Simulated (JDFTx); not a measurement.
# Run report: Si, geometry relaxation (part 2 of 2)

Si (Fd-3m, 2 atoms in the cell); Kohn-Sham DFT of a periodic cell, PBE with D3, PseudoDojo-SR-PBE-0.5-standard, no spin polarisation (JDFTx 1.7.0 (patched build)); cutoff 489.81 eV, 8×8×8 k-mesh, fermi-dirac of 0.05 eV. The structure derives from a Materials Project entry.

Geometry of the input (Å; fractional positions):
```
0.0000  2.7219  2.7219
2.7219  0.0000  2.7219
2.7219  2.7219  0.0000
Si 0.5000  0.5000  0.5000
Si 0.7500  0.7500  0.7500
```

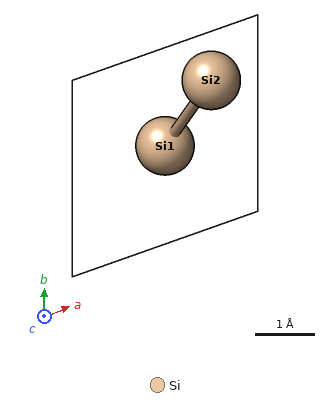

The geometry at step 2 of the log (ball-and-stick view of the cell of the calculation, along the c axis; atoms are numbered from 1 in the order of the input).

The program's output, continued:
```
-------- Electronic minimization -----------
Will mix electronic density at each iteration.
	FillingsUpdate:  mu: +0.236634988  nElectrons: 8.000000
	FillingsUpdate:  mu: +0.235084125  nElectrons: 8.000000
SCF: Cycle:  0   F: -7.928539676621688   dF: -4.243e-06   |Residual|: 3.150e-04   |deigs|: 1.437e-05
	FillingsUpdate:  mu: +0.235111086  nElectrons: 8.000000
SCF: Cycle:  1   F: -7.928539786656421   dF: -1.100e-07   |Residual|: 1.683e-04   |deigs|: 2.892e-05
	FillingsUpdate:  mu: +0.235142710  nElectrons: 8.000000
SCF: Cycle:  2   F: -7.928539814026393   dF: -2.737e-08   |Residual|: 2.190e-05   |deigs|: 3.312e-05
	FillingsUpdate:  mu: +0.235144921  nElectrons: 8.000000
SCF: Cycle:  3   F: -7.928539816871368   dF: -2.845e-09   |Residual|: 1.613e-05   |deigs|: 5.938e-06
	FillingsUpdate:  mu: +0.235150669  nElectrons: 8.000000
SCF: Cycle:  4   F: -7.928539817860223   dF: -9.889e-10   |Residual|: 9.203e-06   |deigs|: 7.580e-06
	FillingsUpdate:  mu: +0.235148594  nElectrons: 8.000000
SCF: Cycle:  5   F: -7.928539818077389   dF: -2.172e-10   |Residual|: 1.595e-06   |deigs|: 7.209e-06
SCF: Converged (|Delta E|<1.000000e-09 for 2 iters).

Setting wave functions to eigenvectors of Hamiltonian

Computing DFT-D3 correction:
# coordination-number Si 3.942 3.942
# diagonal-C6 Si 150.92 150.92
EvdW_6 =   -0.004830
EvdW_8 =   -0.005937
# Lattice vectors:
R =
[            0       5.1524       5.1524  ]
[       5.1524            0       5.1524  ]
[       5.1524       5.1524            0  ]
unit cell volume = 273.564

# Strain tensor in Cartesian coordinates:
[   0.00172071            0            0  ]
[            0   0.00172071            0  ]
[            0            0   0.00172071  ]

# Stress tensor in Cartesian coordinates [Eh/a0^3]:
[ -2.06749e-07            0            0  ]
[            0 -2.06749e-07            0  ]
[            0            0 -2.06749e-07  ]

# Ionic positions in lattice coordinates:
ion Si   0.500000000000000   0.500000000000000   0.500000000000000 1
ion Si   0.750000000000000   0.750000000000000   0.750000000000000 1

# Forces in Cartesian coordinates:
force Si   0.000000000000000   0.000000000000000  -0.000000000000000 1
force Si   0.000000000000000   0.000000000000000  -0.000000000000000 1

# Energy components:
   Eewald =       -8.3639375611825866
       EH =        0.5534743166968236
     Eloc =       -1.7711874878025109
      Enl =        1.1505202756025703
     EvdW =       -0.0107676721067329
      Exc =       -3.0851993479378810
 Exc_core =        0.5446610922663834
       KE =        3.0538974585966128
-------------------------------------
     Etot =       -7.9285389258673220
       TS =        0.0000008922100665
-------------------------------------
        F =       -7.9285398180773887

LatticeMinimize: Iter:   2  F: -7.928539818077389  |grad|_K:  1.512e-05  alpha:  1.000e+00  linmin: -1.000e+00

#--- Lowdin population analysis ---
# oxidation-state Si +0.036 +0.036

Computing DFT-D3 correction:
# coordination-number Si 3.941 3.941
# diagonal-C6 Si 150.92 150.92
EvdW_6 =   -0.004830
EvdW_8 =   -0.005937

-------- Electronic minimization -----------
Will mix electronic density at each iteration.
	FillingsUpdate:  mu: +0.235148594  nElectrons: 8.000000
	FillingsUpdate:  mu: +0.235125354  nElectrons: 8.000000
SCF: Cycle:  0   F: -7.928539819352233   dF: -2.756e-10   |Residual|: 2.770e-06   |deigs|: 5.478e-06
	FillingsUpdate:  mu: +0.235125611  nElectrons: 8.000000
SCF: Cycle:  1   F: -7.928539820233810   dF: -8.816e-10   |Residual|: 3.167e-06   |deigs|: 2.239e-05
SCF: Converged (|Delta E|<1.000000e-09 for 2 iters).

Setting wave functions to eigenvectors of Hamiltonian

Computing DFT-D3 correction:
# coordination-number Si 3.941 3.941
# diagonal-C6 Si 150.92 150.92
EvdW_6 =   -0.004830
EvdW_8 =   -0.005937
# Lattice vectors:
R =
[            0      5.15252      5.15252  ]
[      5.15252            0      5.15252  ]
[      5.15252      5.15252            0  ]
unit cell volume = 273.582

# Strain tensor in Cartesian coordinates:
[   0.00174243            0            0  ]
[            0   0.00174243            0  ]
[            0            0   0.00174243  ]

# Stress tensor in Cartesian coordinates [Eh/a0^3]:
[ -2.35329e-09            0            0  ]
[            0 -2.35329e-09            0  ]
[            0            0 -2.35329e-09  ]

# Ionic positions in lattice coordinates:
ion Si   0.500000000000000   0.500000000000000   0.500000000000000 1
ion Si   0.750000000000000   0.750000000000000   0.750000000000000 1

# Forces in Cartesian coordinates:
force Si   0.000000000000000   0.000000000000000  -0.000000000000000 1
force Si   0.000000000000000   0.000000000000000   0.000000000000000 1

# Energy components:
   Eewald =       -8.3637562544142430
       EH =        0.5535037417827615
     Eloc =       -1.7713390661163266
      Enl =        1.1505039667138355
     EvdW =       -0.0107672085749120
      Exc =       -3.0851637780136785
 Exc_core =        0.5446610908097639
       KE =        3.0538185788566570
-------------------------------------
     Etot =       -7.9285389289561419
       TS =        0.0000008912776685
-------------------------------------
        F =       -7.9285398202338104

LatticeMinimize: Iter:   3  F: -7.928539820233810  |grad|_K:  1.721e-07  alpha:  1.000e+00  linmin: -1.000e+00

#--- Lowdin population analysis ---
# oxidation-state Si +0.036 +0.036

Computing DFT-D3 correction:
# coordination-number Si 3.941 3.941
# diagonal-C6 Si 150.92 150.92
EvdW_6 =   -0.004830
EvdW_8 =   -0.005937

-------- Electronic minimization -----------
Will mix electronic density at each iteration.
	FillingsUpdate:  mu: +0.235125611  nElectrons: 8.000000
	FillingsUpdate:  mu: +0.235126193  nElectrons: 8.000000
SCF: Cycle:  0   F: -7.928539820241371   dF: -4.336e-12   |Residual|: 3.961e-07   |deigs|: 1.892e-05
	FillingsUpdate:  mu: +0.235126156  nElectrons: 8.000000
SCF: Cycle:  1   F: -7.928539820256139   dF: -1.477e-11   |Residual|: 6.723e-07   |deigs|: 6.829e-05
SCF: Converged (|Delta E|<1.000000e-09 for 2 iters).

Setting wave functions to eigenvectors of Hamiltonian

Computing DFT-D3 correction:
# coordination-number Si 3.941 3.941
# diagonal-C6 Si 150.92 150.92
EvdW_6 =   -0.004830
EvdW_8 =   -0.005937
LatticeMinimize: 	Wolfe criterion not satisfied: alpha: 1  (E-E0)/|gdotd0|: -49.5238  gdotd/gdotd0: 8.85188 (taking cubic step)

Computing DFT-D3 correction:
# coordination-number Si 3.941 3.941
# diagonal-C6 Si 150.92 150.92
EvdW_6 =   -0.004830
EvdW_8 =   -0.005937

-------- Electronic minimization -----------
Will mix electronic density at each iteration.
	FillingsUpdate:  mu: +0.235126156  nElectrons: 8.000000
	FillingsUpdate:  mu: +0.235125953  nElectrons: 8.000000
SCF: Cycle:  0   F: -7.928539820256448   dF: -2.007e-13   |Residual|: 1.016e-07   |deigs|: 6.773e-05
	FillingsUpdate:  mu: +0.235125963  nElectrons: 8.000000
SCF: Cycle:  1   F: -7.928539820257591   dF: -1.142e-12   |Residual|: 1.641e-07   |deigs|: 1.123e-04
SCF: Converged (|Delta E|<1.000000e-09 for 2 iters).

Setting wave functions to eigenvectors of Hamiltonian

Computing DFT-D3 correction:
# coordination-number Si 3.941 3.941
# diagonal-C6 Si 150.92 150.92
EvdW_6 =   -0.004830
EvdW_8 =   -0.005937
LatticeMinimize: 	Wolfe criterion not satisfied: alpha: 1.03296  (E-E0)/|gdotd0|: -52.7426  gdotd/gdotd0: 6.5837 (taking cubic step)

Computing DFT-D3 correction:
# coordination-number Si 3.941 3.941
# diagonal-C6 Si 150.92 150.92
EvdW_6 =   -0.004830
EvdW_8 =   -0.005937

-------- Electronic minimization -----------
Will mix electronic density at each iteration.
	FillingsUpdate:  mu: +0.235125963  nElectrons: 8.000000
	FillingsUpdate:  mu: +0.235126010  nElectrons: 8.000000
SCF: Cycle:  0   F: -7.928539820257579   dF: -3.109e-14   |Residual|: 2.144e-08   |deigs|: 6.848e-05
	FillingsUpdate:  mu: +0.235126008  nElectrons: 8.000000
SCF: Cycle:  1   F: -7.928539820257696   dF: -1.172e-13   |Residual|: 1.229e-08   |deigs|: 3.417e-05
SCF: Converged (|Delta E|<1.000000e-09 for 2 iters).

Setting wave functions to eigenvectors of Hamiltonian

Computing DFT-D3 correction:
# coordination-number Si 3.941 3.941
# diagonal-C6 Si 150.92 150.92
EvdW_6 =   -0.004830
EvdW_8 =   -0.005937
LatticeMinimize: 	Wolfe criterion not satisfied: alpha: 1.03336  (E-E0)/|gdotd0|: -52.977  gdotd/gdotd0: 7.14303 (taking cubic step)

Computing DFT-D3 correction:
# coordination-number Si 3.941 3.941
# diagonal-C6 Si 150.92 150.92
EvdW_6 =   -0.004830
EvdW_8 =   -0.005937

-------- Electronic minimization -----------
Will mix electronic density at each iteration.
	FillingsUpdate:  mu: +0.235126008  nElectrons: 8.000000
	FillingsUpdate:  mu: +0.235126003  nElectrons: 8.000000
SCF: Cycle:  0   F: -7.928539820257766   dF: -6.040e-14   |Residual|: 1.848e-09   |deigs|: 2.412e-05
	FillingsUpdate:  mu: +0.235126004  nElectrons: 8.000000
SCF: Cycle:  1   F: -7.928539820257771   dF: -4.441e-15   |Residual|: 1.376e-09   |deigs|: 1.627e-05
SCF: Converged (|Delta E|<1.000000e-09 for 2 iters).

Setting wave functions to eigenvectors of Hamiltonian

Computing DFT-D3 correction:
# coordination-number Si 3.941 3.941
# diagonal-C6 Si 150.92 150.92
EvdW_6 =   -0.004830
EvdW_8 =   -0.005937
LatticeMinimize: 	Wolfe criterion not satisfied: alpha: 1.03336  (E-E0)/|gdotd0|: -53.1425  gdotd/gdotd0: 7.08001 (taking cubic step)

Computing DFT-D3 correction:
# coordination-number Si 3.941 3.941
# diagonal-C6 Si 150.92 150.92
EvdW_6 =   -0.004830
EvdW_8 =   -0.005937

-------- Electronic minimization -----------
Will mix electronic density at each iteration.
	FillingsUpdate:  mu: +0.235126004  nElectrons: 8.000000
	FillingsUpdate:  mu: +0.235126004  nElectrons: 8.000000
SCF: Cycle:  0   F: -7.928539820257723   dF: +4.619e-14   |Residual|: 2.815e-10   |deigs|: 1.439e-05
	FillingsUpdate:  mu: +0.235126004  nElectrons: 8.000000
SCF: Cycle:  1   F: -7.928539820257695   dF: +2.753e-14   |Residual|: 7.247e-10   |deigs|: 1.431e-05
SCF: Converged (|Residual|<1.000000e-07 for 2 iters).

Setting wave functions to eigenvectors of Hamiltonian

Computing DFT-D3 correction:
# coordination-number Si 3.941 3.941
# diagonal-C6 Si 150.92 150.92
EvdW_6 =   -0.004830
EvdW_8 =   -0.005937
# Lattice vectors:
R =
[            0      5.15252      5.15252  ]
[      5.15252            0      5.15252  ]
[      5.15252      5.15252            0  ]
unit cell volume = 273.582

# Strain tensor in Cartesian coordinates:
[   0.00174267            0            0  ]
[            0   0.00174267            0  ]
[            0            0   0.00174267  ]

# Stress tensor in Cartesian coordinates [Eh/a0^3]:
[ -1.66631e-08            0            0  ]
[            0 -1.66631e-08            0  ]
[            0            0 -1.66631e-08  ]

# Ionic positions in lattice coordinates:
ion Si   0.500000000000000   0.500000000000000   0.500000000000000 1
ion Si   0.750000000000000   0.750000000000000   0.750000000000000 1

# Forces in Cartesian coordinates:
force Si  -0.000000000000000   0.000000000000000  -0.000000000000000 1
force Si  -0.000000000000000   0.000000000000000  -0.000000000000000 1

# Energy components:
   Eewald =       -8.3637542368925519
       EH =        0.5535021450714558
     Eloc =       -1.7713354477180130
      Enl =        1.1505012827985071
     EvdW =       -0.0107672034174071
      Exc =       -3.0851624557395865
 Exc_core =        0.5446610907935632
       KE =        3.0538158962239512
-------------------------------------
     Etot =       -7.9285389288800827
       TS =        0.0000008913776122
-------------------------------------
        F =       -7.9285398202576953

LatticeMinimize: Iter:   4  F: -7.928539820257695  |grad|_K:  1.218e-06  alpha:  1.033e+00  linmin: -1.000e+00
LatticeMinimize: Converged (|Delta F|<1.000000e-06 for 2 iters).

#--- Lowdin population analysis ---
# oxidation-state Si +0.036 +0.036

Dumping 'run.eigStats' ...
	eMin: -0.212319 at state 0 ( [ +0.000000 +0.000000 +0.000000 ] spin 0 )
	HOMO: +0.224235 at state 0 ( [ +0.000000 +0.000000 +0.000000 ] spin 0 )
	mu  : +0.235126
	LUMO: +0.247499 at state 17 ( [ +0.000000 +0.375000 +0.375000 ] spin 0 )
	eMax: +0.626547 at state 20 ( [ +0.000000 +0.500000 +0.500000 ] spin 0 )
	HOMO-LUMO gap: +0.023264
	Optical gap  : +0.093732 at state 0 ( [ +0.000000 +0.000000 +0.000000 ] spin 0 )
Done!
```

Trajectory as extended XYZ (Å, eV, eV/Å), 5 frames, from step=0 to step=4:
```
2
Lattice="0.0000 2.7218 2.7218 2.7218 0.0000 2.7218 2.7218 2.7218 0.0000" Properties=species:S:1:pos:R:3:forces:R:3 step=0 energy=-215.74625
Si    2.7218    2.7218    2.7218    0.0000   0.0000   0.0000
Si    4.0828    4.0828    4.0828    0.0000   0.0000   0.0000
2
Lattice="0.0000 2.7227 2.7227 2.7227 0.0000 2.7227 2.7227 2.7227 0.0000" Properties=species:S:1:pos:R:3:forces:R:3 step=1 energy=-215.74635
Si    2.7227    2.7227    2.7227    0.0000   0.0000   0.0000
Si    4.0840    4.0840    4.0840    0.0000   0.0000   0.0000
2
Lattice="0.0000 2.7265 2.7265 2.7265 0.0000 2.7265 2.7265 2.7265 0.0000" Properties=species:S:1:pos:R:3:forces:R:3 step=2 energy=-215.74656
Si    2.7265    2.7265    2.7265    0.0000   0.0000   0.0000
Si    4.0898    4.0898    4.0898    0.0000   0.0000   0.0000
2
Lattice="0.0000 2.7266 2.7266 2.7266 0.0000 2.7266 2.7266 2.7266 0.0000" Properties=species:S:1:pos:R:3:forces:R:3 step=3 energy=-215.74656
Si    2.7266    2.7266    2.7266    0.0000   0.0000   0.0000
Si    4.0899    4.0899    4.0899    0.0000   0.0000   0.0000
2
Lattice="0.0000 2.7266 2.7266 2.7266 0.0000 2.7266 2.7266 2.7266 0.0000" Properties=species:S:1:pos:R:3:forces:R:3 step=4 energy=-215.74656
Si    2.7266    2.7266    2.7266    0.0000   0.0000   0.0000
Si    4.0899    4.0899    4.0899    0.0000   0.0000   0.0000
```

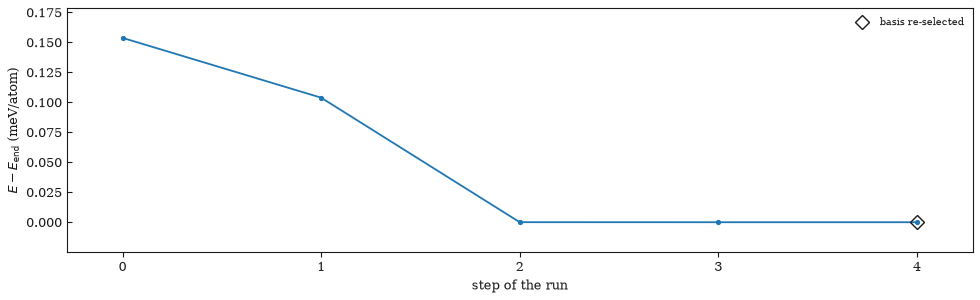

Progress of the relaxation, step by step (steps are counted from 0). No atom moves by more than 0.005 Å relative to the cell. The volume changes by +0.5 %, with a = b = c 5.444 → 5.453 Å (+0.2 %). Among the contacts that change: Si1–Si2 2.357 → 2.361 Å. The space group stays Fd-3m (No. 227). After 3 geometry steps the energy has fallen by 0.2 meV per atom. All forces vanish by symmetry, so only the cell relaxes. A last SCF at the same geometry on a re-selected plane-wave basis shifts the energy by next to nothing (0.0 meV per atom). (Atoms are counted from 1 in the order of the input.)

Summary:

```csv
quantity,value
outcome,converged
space group (tolerance 0.01 Å),Fd-3m (227)
electrons treated,8
free energy,−215.7466 eV
Fermi energy,6.398 eV
gap on the k-point mesh,0.63 eV
pressure,0.00 GPa
final volume,40.54 Å³
largest force (length of the vector) at the end,under 0.001 eV/Å
final cell,"a = 3.856 Å, b = 3.856 Å, c = 3.856 Å, α = 60.00°, β = 60.00°, γ = 60.00°"
wall time,36 s
peak memory,0.06 GiB
```
